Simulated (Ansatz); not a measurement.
Given this structure:

```yaml
crystal:
  lattice:
    - [5.53147, 0.00000, 0.00000]
    - [0.00000, 5.53147, 0.00000]
    - [0.00000, 0.00000, 3.16217]
  atoms:
    - { symbol: Ga, position: [0.00000, 0.50000, 0.25000] }
    - { symbol: Sb, position: [0.00000, 0.00000, 0.00000] }
    - { symbol: Ga, position: [0.50000, 0.00000, 0.75000] }
    - { symbol: Sb, position: [0.50000, 0.50000, 0.50000] }
```

> Describe what this structure looks like.

The stoichiometry is GaSb. The atoms follow space group I-4m2 (No. 119); the Bravais lattice is body-centred tetragonal. Cell content: 2 Ga, 2 Sb, that is 2 formula units. Ga is linked to four Sb at 2.88 Å. Sb is coordinated by four Ga and two Sb (2.88 Å to Ga, 3.16 Å to Sb). The bonds build a three-dimensional framework.

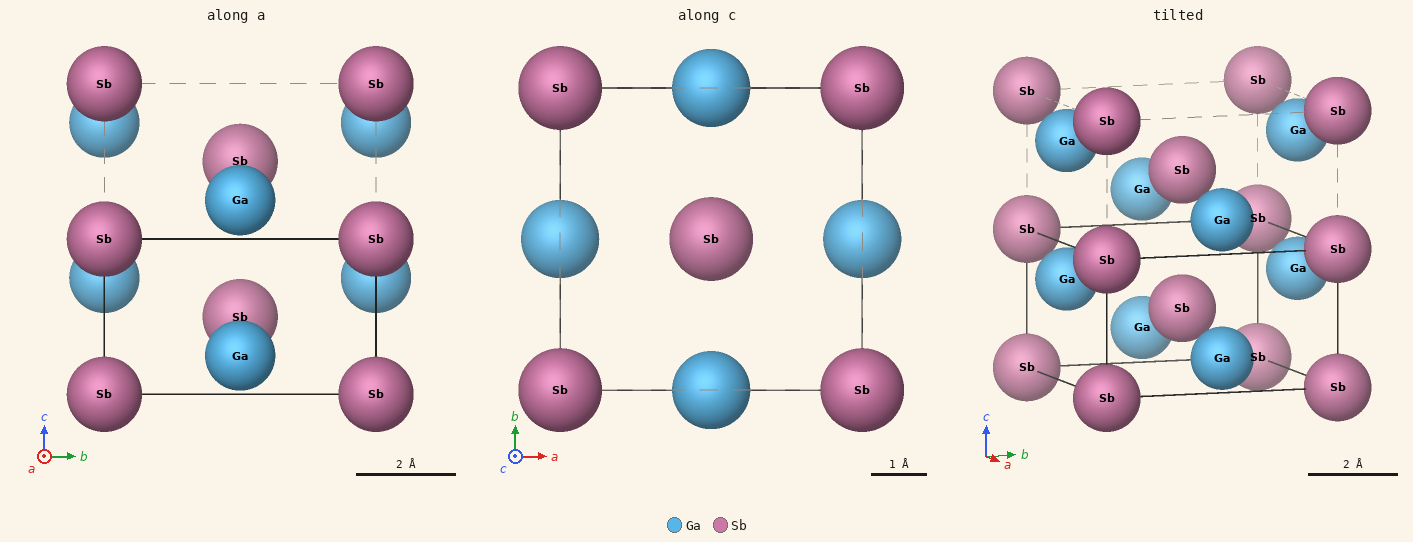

Spheres-only drawing of the structure, looking along the a axis, along the c axis and slightly off an axis. A block of 1×1×2 cells is shown, with one conventional unit cell in solid outline.

The starting point was a structure listed in the Materials Project. Earlier steps of the study may have refined or changed the cell and positions. It was the input of a calculation with Ansatz.
